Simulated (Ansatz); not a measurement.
# P_Sn in SnO2 (P4_2/mnm): charge-transition levels and formation energies

Wanted: the transition levels of a substitutional impurity in SnO2 (P4_2/mnm), from a cell of 36 host atoms with 1 Sn taken out and 1 P put in.

Calculated with Ansatz 0.2.0; place-levels on PBEsol runs: charge-transition levels and formation energies with image-charge correction and potential alignment at the atomic sites.

**Measured values to reproduce.**

For SnO2, rutile (undoped SnO2, literature value), “Effect of Cu F Co-doping on the Properties of AgSnO2 Contact” (2019, pmc:6679235) quotes earlier work: band gap (band gap of intrinsic SnO2, quoted experimental value) 3.6 eV [Literature value cited in passing in the theory part; measurement method, temperature and …].

## Step 1: Starting point

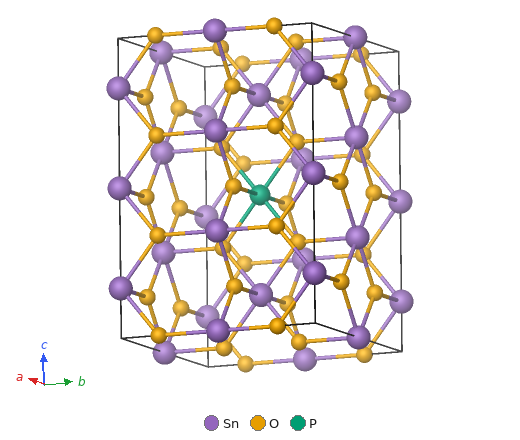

Start, viewed slightly off an axis; tin purple, oxygen orange, phosphorus teal. Some periodic images of atoms are drawn too.

The cell holds 36 atoms: 11 Sn, 24 O and 1 P. Cell: a = 6.744 Å, b = 6.744 Å, c = 9.637 Å, α = 90.0°, β = 90.0°, γ = 90.0°. It derives from SnO2 (space group P4_2/mnm). Nearest the centre at fractional (0.500, 0.500, 0.667): P28 at 0.00 Å, O34 at 2.07 Å, O35 at 2.07 Å, O18 at 2.07 Å, O20 at 2.07 Å, O30 at 2.07 Å, O32 at 2.07 Å, Sn16 at 3.21 Å.

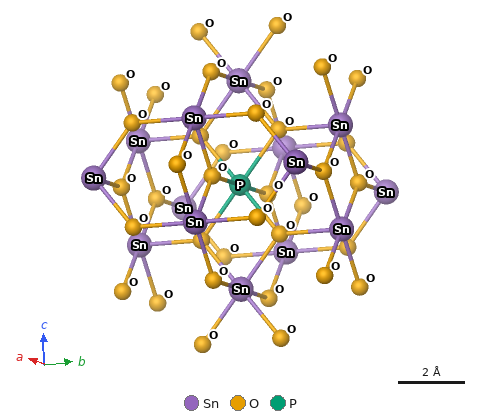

The atoms within 5 Å of the centre.

Structure file:

```xyz
36
Lattice="4.7684 4.7684 0.0000 -4.7684 4.7684 0.0000 0.0000 0.0000 9.6373" Properties=species:S:1:pos:R:3 pbc="T T T"
Sn   -2.3842    2.3842    1.6062
Sn    2.3842    2.3842    1.6062
Sn    0.0000    0.0000    0.0000
Sn    0.0000    4.7684    0.0000
O    -3.8445    3.8445    1.6062
O     0.9239    3.8445    1.6062
O    -0.9239    0.9239    1.6062
O    -0.9239    5.6923    1.6062
O     1.4603    1.4603    0.0000
O     1.4603    6.2287    0.0000
O    -1.4603    3.3081    0.0000
O     3.3081    3.3081    0.0000
Sn   -2.3842    2.3842    4.8186
Sn    2.3842    2.3842    4.8186
Sn    0.0000    0.0000    3.2124
Sn    0.0000    4.7684    3.2124
O    -3.8445    3.8445    4.8186
O     0.9239    3.8445    4.8186
O    -0.9239    0.9239    4.8186
O    -0.9239    5.6923    4.8186
O     1.4603    1.4603    3.2124
O     1.4603    6.2287    3.2124
O    -1.4603    3.3081    3.2124
O     3.3081    3.3081    3.2124
Sn   -2.3842    2.3842    8.0311
Sn    2.3842    2.3842    8.0311
Sn    0.0000    0.0000    6.4249
P     0.0000    4.7684    6.4249
O    -3.8445    3.8445    8.0311
O     0.9239    3.8445    8.0311
O    -0.9239    0.9239    8.0311
O    -0.9239    5.6923    8.0311
O     1.4603    1.4603    6.4249
O     1.4603    6.2287    6.4249
O    -1.4603    3.3081    6.4249
O     3.3081    3.3081    6.4249
```

The host's dielectric constants go in as inputs: (4.59, 4.59, 4.90) for the electrons alone, (13.49, 13.49, 10.42) with the ions, computed on the host (DFPT, PBEsol).

The cell's shortest repeat is 6.7 Å.

## Step 2: Charge states

Levels follow from differences of total energies between charge states, each relaxed by itself.

Random displacements of about 0.08 Å break the site symmetry at the start, so that the relaxation can reach a distorted minimum if there is one. Forces are taken at the zone centre alone. The cell holds 1 electron fewer than the neutral one, with a uniform background that keeps it neutral on the whole.

One state's input; the others differ in charge, spin, start and seed, and in occupations where the table says so.

Contents of qp1.relax_smeared/input.yaml:

```yaml
crystal:
  lattice:
    - [4.76840094, 4.76840094, 0.0]
    - [-4.76840094, 4.76840094, 0.0]
    - [0.0, 0.0, 3.21242822]
  atoms:
    - { symbol: Sn, position: [0.0, 0.5, 0.5] }
    - { symbol: Sn, position: [0.5, 0.0, 0.5] }
    - { symbol: Sn, position: [0.0, 0.0, 0.0] }
    - { symbol: Sn, position: [0.5, 0.5, 0.0] }
    - { symbol: O, position: [0.0, 0.80625417, 0.5] }
    - { symbol: O, position: [0.5, 0.30625417, 0.5] }
    - { symbol: O, position: [0.0, 0.19374583, 0.5] }
    - { symbol: O, position: [0.5, 0.69374583, 0.5] }
    - { symbol: O, position: [0.30625417, 0.0, 0.0] }
    - { symbol: O, position: [0.80625417, 0.5, 0.0] }
    - { symbol: O, position: [0.19374583, 0.5, 0.0] }
    - { symbol: O, position: [0.69374583, 0.0, 0.0] }
  supercell: [1, 1, 3]
  defects: [{ substitution: { at: 27, symbol: P } }]
total_charge: 1
basis:
  ecutwfc: 420
  xc_grid: 2
hamiltonian:
  xc: pbesol
kpoints:
  mp_grid: { grid: [1, 1, 1] }
scf:
  occupations: { method: fermi_dirac, width: 0.01 }
  max_iter: 80
output:
  forces: true
  charged_corrections: { epsilon: [4.59, 4.59, 4.9], static_epsilon: [13.49, 13.49, 10.42] }
relax:
  f_tol: 0.03
  max_steps: 80
  random_displacement: { amplitude: 0.08, seed: 4265 }
checkpoint:
  write: "../qp1.relax_smeared.run"
  compress: false
  write_wavefunctions: true
  write_every: 100000
```

Command:

```sh
> ansatz run input.yaml --threads 2 --pin off --max-ram 3768MiB --backend cpu --events-out ev --progress --plain --runs-dir out
```

Defect states can disperse in a cell of this size, so the energy is taken again at a 2×2×2 shifted mesh, on the relaxed structure.

The run of this state that the levels use, under PBEsol:

Contents of qp1.point/input.yaml:

```yaml
crystal:
  checkpoint: "../qp1.relax_smeared.run"
  host: checkpoint
total_charge: 1
basis:
  ecutwfc: 420
  xc_grid: 2
hamiltonian:
  xc: pbesol
kpoints:
  mp_grid: { grid: [2, 2, 2], shift: [0.5, 0.5, 0.5] }
scf:
  occupations: { method: fermi_dirac, width: 0.01 }
  max_iter: 80
output:
  forces: true
  eigenvalues: true
  charged_corrections:
    epsilon: [4.59, 4.59, 4.9]
    static_epsilon: [13.49, 13.49, 10.42]
    defect_position: [0.5, 0.5, 0.666667]
  eigenstates: { localisation: true }
  populations: true
  band_densities: [{ bands: [v1, v1] }, { bands: [c1, c1] }]
  write_density: true
  write_potential: true
  volumetric_format: npy
checkpoint:
  read: "../qp1.relax_smeared.run"
  write: "../qp1.point.run"
  compress: false
  write_wavefunctions: false
  write_every: 100000
```

Relaxations under PBEsol at the zone centre alone; times on 2 threads of Arm Neoverse V2, shared host:

```
charge  moment (μB)  occupations        outcome  steps  largest displacement against the far atoms (Å)  time
     0            1        fixed      converged     15                                            0.34  93 s
    +1            0        fixed  not converged      -                                               -  17 s
    +1            0  fermi-dirac      converged     15                                            0.36  54 s
```

Single points under PBEsol at a 2×2×2 shifted mesh; times on 2 threads of Arm Neoverse V2, shared host:

```
charge  moment (μB)  occupations    outcome     time
     0            1  fermi-dirac  converged  2.2 min
    +1            0  fermi-dirac  converged     47 s
```

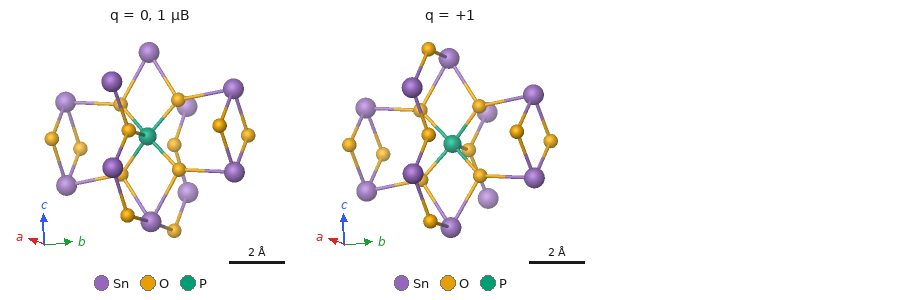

The structures near the centre after relaxation with PBEsol, by charge.

Distances (Å) from P28 to the nearest atoms after relaxation with PBEsol:

```
charge  moment (μB)      1.      2.      3.      4.      5.      6.
     0            1  O 1.66  O 1.75  O 1.75  O 1.76  O 1.76  O 2.35
    +1            0  O 1.64  O 1.75  O 1.75  O 1.75  O 1.75  O 2.40
```

## Step 3: Placing the levels, PBEsol

A charged cell interacts with its images and the background, and its potential has another zero than the host's. place-levels removes the first by a point-charge model, screened by the static dielectric constant since the ions have relaxed around the charge, and the second by comparing potentials at atoms far from the defect.

The host is a run of the defect-free crystal in the same cutoffs, grids and k-points, so that basis and sampling errors cancel in part in the differences. The host is run in a cell of 12 atoms on a matching mesh. Its band edges are searched through the zone by a band path, so the gap is smaller than, or equal to, that on the mesh. Chemical potentials are energies per atom of Sn (alpha-Sn (diamond)) and P (black phosphorus), run with the same functional and cutoff.

Contents of levels.point.yaml:

```yaml
host:
  run: host.point.run
states: [q0_M1.point.run, qp1.point.run]
geometry_from:
  q0_M1.point.run: q0_M1.relax.run
  qp1.point.run: qp1.relax_smeared.run
  host.point.run: host.relax.run
chemical_potentials:
  Sn:
    energy: -5949.752393
    dataset: "<sha256 of the dataset>"
  P:
    energy: -740.035931
    dataset: <sha256 of the dataset>
```

Command:

```sh
> ansatz place-levels levels.point.yaml -- --threads 2 --pin off --max-ram 3768MiB
```

Log:

```text
(+1/0) 0.947 eV above the valence edge (+1.901 eV without the band-filling correction), 0.000 eV under the conduction edge
formation energy of charge +1: -0.176 eV with the Fermi level at the valence edge
formation energy of charge 0: +0.771 eV with the Fermi level at the valence edge
  edges by pbesol, gap 0.947 eV; the host is sampled to repeats of 19.07 Å
  the defect's cells are sampled to repeats of 19.07 Å, like sampling
  charge +1: -79657.9443 eV with its correction of -0.196 eV, at epsilon [13.49, 13.49, 10.42], aligned at sites: -0.3943 eV, mean over 27 atomic sites at or beyond 3.37 Å from the defect at [0.5000, 0.5000, 0.6667], with +0.118538 for the charge's moments [...]
  charge 0: +0.000 eV for its dipole among its images, +0.000 omitted
  of states[1] (qp1.point.run): how wide its charge is, is not read beside other atoms or cores, and a band state would take no correction. [...]
  of states[0] (q0_M1.point.run): a band-filling correction moves a carrier to the host's band edge, which changes its energy by -0.955 eV; its displacements don't fall off away from the defect: farther atoms stand 0.036 Å off the host's places. [...]
```

Wall time 0.13 s (2 threads of Arm Neoverse V2, shared host).

Levels between the charges placed, in eV above the valence top:

```
        gap (eV)  (+1/0)
PBEsol      0.95    0.95
```

Corrections by state:

```
charge  moment (μB)  image terms and alignment (eV)  band filling (eV)                                  ε used  over the lowest of its charge, as the program ranks them, band filling apart (eV)
    +1          0.0                          -0.196                  -  principal values (10.42, 13.49, 13.49)                                                                              0.000
     0          1.0                           0.000             -0.955                                       -                                                                              0.000
```

From the program's caveats on the states, each cut to its opening words:

- charge +1: how wide its charge is, is not read beside other atoms or cores, and a band state would take no correction
- charge +1: its alignment with the host at atomic sites is doubtful: the mean over the far sites moves by +0.1178 eV from their farther parts to their nearer, more than [...]
- charge +1: the host's ions (past the first shell or, of a walk that freed a part, those that it held) aren't shown at rest: they stand up to 0.128 Å off their sites, 1.68 [...]
- charge +1: the far atoms show a dipole or second moment of the defect's charge, for which the correction takes or leaves out 0.119 eV: further moments aren't read, and [...]
- charge +1: its sublattices stand up to 0.1045 Å off the host's, which by the two runs' forces adds about +0.10 eV to its energy against the host's, and moves the band [...]
- charge +1: its displacements don't fall off away from the defect: farther atoms stand 0.1 Å off the host's places
- charge 0 (1 μB): a band-filling correction moves a carrier to the host's band edge, which changes its energy by -0.955 eV
- charge 0 (1 μB): its displacements don't fall off away from the defect: farther atoms stand 0.036 Å off the host's places

The host's formation energy from the elements is -1.739 eV per atom; it sets how far the chemical potentials can move.

Limit set by the element alone; other compounds of these elements are not counted. Chemical potentials from the elements' reference states: O 0.00 eV, Sn -5.22 eV, P 0.00 eV. Formation energies (O-rich), with the Fermi level at the valence top and at the conduction bottom (gap 0.95 eV):

```
charge  at valence top (eV)  at conduction bottom (eV)  correction included (eV)
    +1                -5.39                      -4.45                     -0.20
     0                -4.45                      -4.45                     -0.95
```

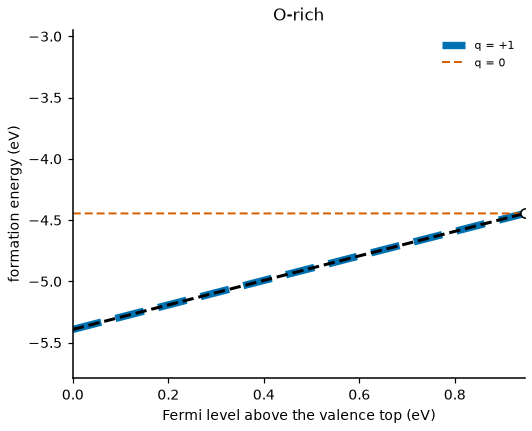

Formation energy against Fermi level; the thick line follows the lowest charge state and circles mark the transition levels.

Limit set by the element alone; other compounds of these elements are not counted. Chemical potentials from the elements' reference states: Sn 0.00 eV, O -2.61 eV, P 0.00 eV. Formation energy by charge state (Sn-rich; gap 0.95 eV):

```
charge  at valence top (eV)  at conduction bottom (eV)  correction included (eV)
    +1                -0.18                       0.77                     -0.20
     0                 0.77                       0.77                     -0.95
```

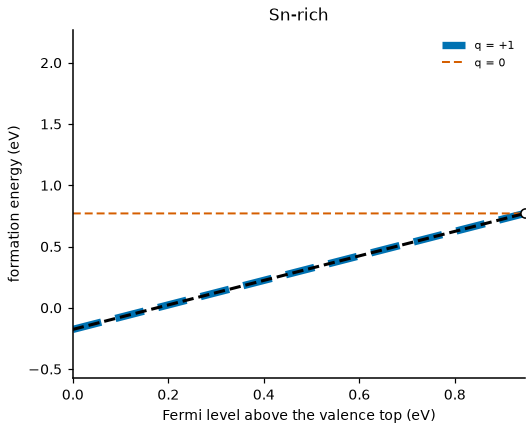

Formation energy against Fermi level; the thick line follows the lowest charge state and circles mark the transition levels.

Charge transition levels, in eV, zero at the valence-band top of the host:

```
      conduction bottom  valence top
P_Sn               0.95         0.00
```

```
       level  energy (eV)
P_Sn  (+1/0)         0.95
```

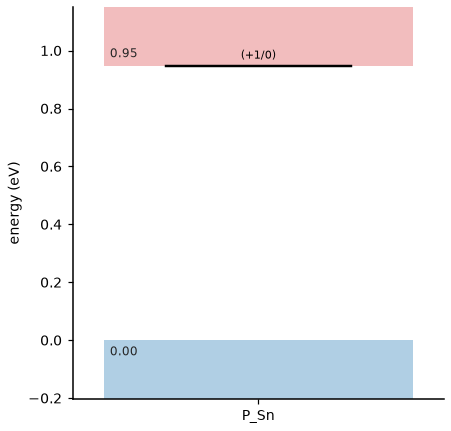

Charge transition levels. Shaded: valence and conduction bands.

## Step 4: Summary of results

| Property | Result |
| --- | --- |
| gap of the host | 0.95 eV (PBEsol) |
| level (plus 1/0) | 0.95 eV above the valence top, at the conduction bottom (1.90 eV above the valence top without the band-filling term) |
| lowest of the charges placed, just above the valence top (0.02 eV) | +1 |
| lowest of the charges placed, just below the conduction bottom (0.02 eV) | +1 |
| lowest formation energy at mid-gap of the charges run, O-rich | -4.92 eV |
| lowest formation energy at mid-gap of the charges run, Sn-rich | 0.30 eV |

In words: Of the charges placed (0 and +1), +1 is the lowest from 0.02 eV above the valence top to 0.02 eV below the conduction bottom, a gap of 0.95 eV. Charges above +1 and below 0 were not placed, so these runs say nothing of levels that involve them. States placed: +1 at 0 μB; 0 at 1 μB. Other spin states or structures, where not listed, weren't placed. The program finds carriers beyond a band edge of the host and adds a band-filling term at charge 0 (-0.95 eV); steps to such a charge show no bound level, and a defect level inside a band would be read the same way. P is taken at its element; compounds, which aren't counted here, bound the chemical potentials and would shift these formation energies. The lowest formation energy (O-rich) is negative across the gap, so the defect would form by itself: these chemical potentials lie beyond what competing compounds allow, or the host is unstable against it. The program doubts the alignment of potentials for at least one state, a sign that the cell is small. What this leaves open: the images are only 6.7 Å apart; PBEsol makes the gap too small and tends to spread out bound carriers; where a gas molecule sets a chemical potential or the host's formation energy, its binding is uncorrected; spin–orbit coupling, which can matter with heavy atoms, is left out; force components of up to 0.29 eV/Å remain in a run at the final settings.

Computed beside measured:

| quantity | measured | PBEsol |
| --- | --- | --- |
| band gap (least gap of the host) (eV) | 3.6 | 0.95 (-2.65 eV) |

Measured values from pmc:6679235 (2019).

**Verdict.** The band gap is off by -2.65 eV. Local and semilocal functionals usually give gaps below the measured ones. Spin-orbit coupling, left out here, can change the gap with such heavy elements. Zero-point and thermal motion shift the measured gap.

[Logs are printed without paths, hosts, clocks, repeated set-up lines and the standing remarks that a program may print on its own settings, such as how far it seeks lower states.]

[Hosts, paths, dates, database ids (printed as entryN), source tags and the programs' standing remarks are cut or masked in the printed files.]

[Where a table of states has a column of steps, it counts the stored structures, which are thinned; the runs took as many ionic steps or more.]

[A defect's name tells the site on which it was built; relaxed atoms can leave that site.]

[For some hosts the program warned that the k-mesh of the response run may be too coarse for force constants and the static dielectric constant; such warnings are not shown here.]
